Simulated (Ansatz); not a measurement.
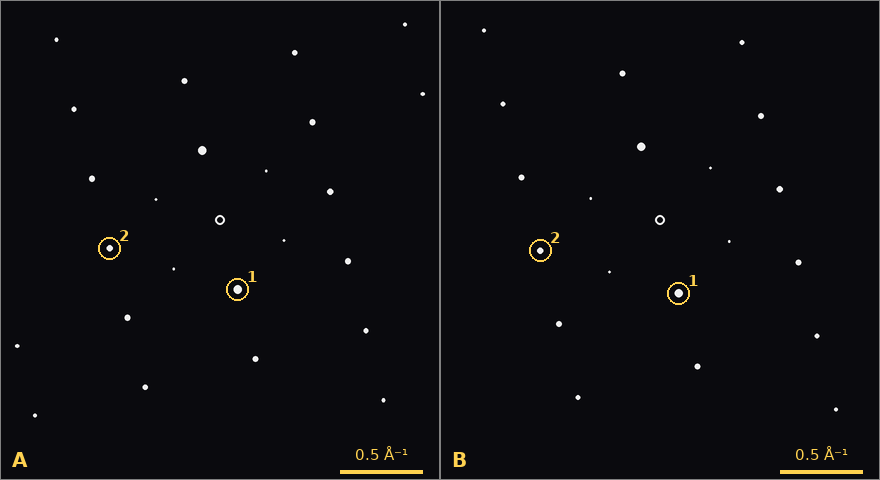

Kinematic electron diffraction patterns (200 kV, B = 0.5 Å², same scale) along [001] of the run's own cell, for the start and the end of one relaxation of NiGe with DFT PBE, scalar-relativistic, plane waves, PAW (Ansatz). k mesh 18×18×18. The start is a generated model structure, and the relaxation ends in the nearest stationary point of its symmetry, not necessarily the ground state. Spot 1 is -1 -1 0 and spot 2 is 1 -1 0 in both.

Start structure:

```
Ni Ge
1.0
     1.86489    1.86489    3.72978
     1.86489    3.72978    1.86489
     3.72978    1.86489    1.86489
Ni Ge
1 1
Direct
  0.00000 0.00000 0.00000
  0.50000 0.50000 0.50000
```

**Which pattern belongs to the start structure, and which to the relaxed one?**

B is the start: its cell gives d(1) = 2.153 Å, d(2) = 1.319 Å and an angle of 90.0°. A is the relaxed structure, with d(1) = 2.272 Å (+5.5 %), d(2) = 1.431 Å (+8.6 %) and 90.0°.

**Summarise the relaxation behind the change.**

The volume changed by +3.4 % to 13.41 Å³ an atom; the fractional coordinates hardly changed; the space group stayed R-3m (No. 166); the free energy fell by 200 meV an atom. Relaxed cell: a = 4.124 Å, b = 4.124 Å, c = 4.124 Å, α = 40.62°, β = 40.62°, γ = 40.62°.
